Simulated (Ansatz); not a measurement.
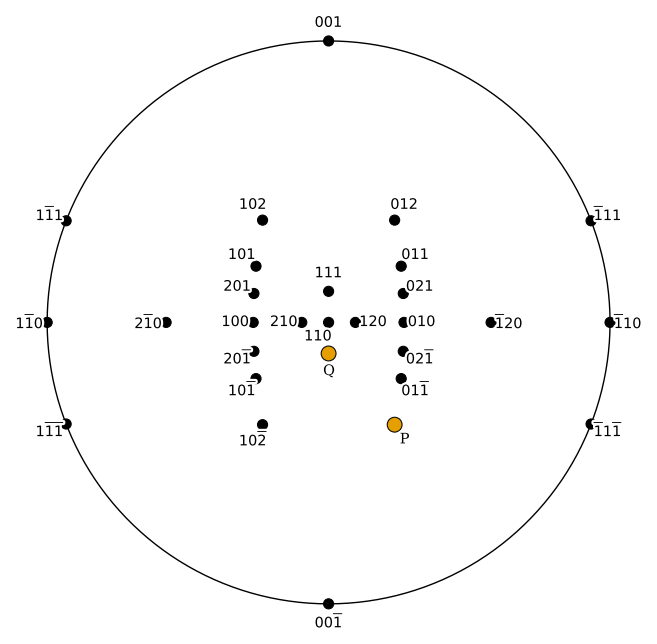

Crystal: I, the end point of a relaxation with DFT PBE, scalar-relativistic, plane waves, PAW in Ansatz 0.2.0; the starting structure was generated, so it need not be a known form of this composition. Stereographic projection of plane normals (upper hemisphere) centred on (1 1 0). The drawing is computed from the coordinates (standard cell, symmetry found to 0.002 Å).

a = 4.828 Å, b = 4.828 Å, c = 10.799 Å, α = 90.00°, β = 90.00°, γ = 120.00°.

Q: Index the poles marked P, Q.

A: P is (0 1 −2), in four indices (0 1 −1 −2), 46.8° from the centre; Q is (1 1 −1), in four indices (1 1 −2 −1), 12.6° from the centre.

Q: What is the angle between the normals of (1 1 −1) and (2 0 −1), and what are their d_hkl = 1/|g|?

A: 29.4°; d = 2.356 Å and 2.052 Å.
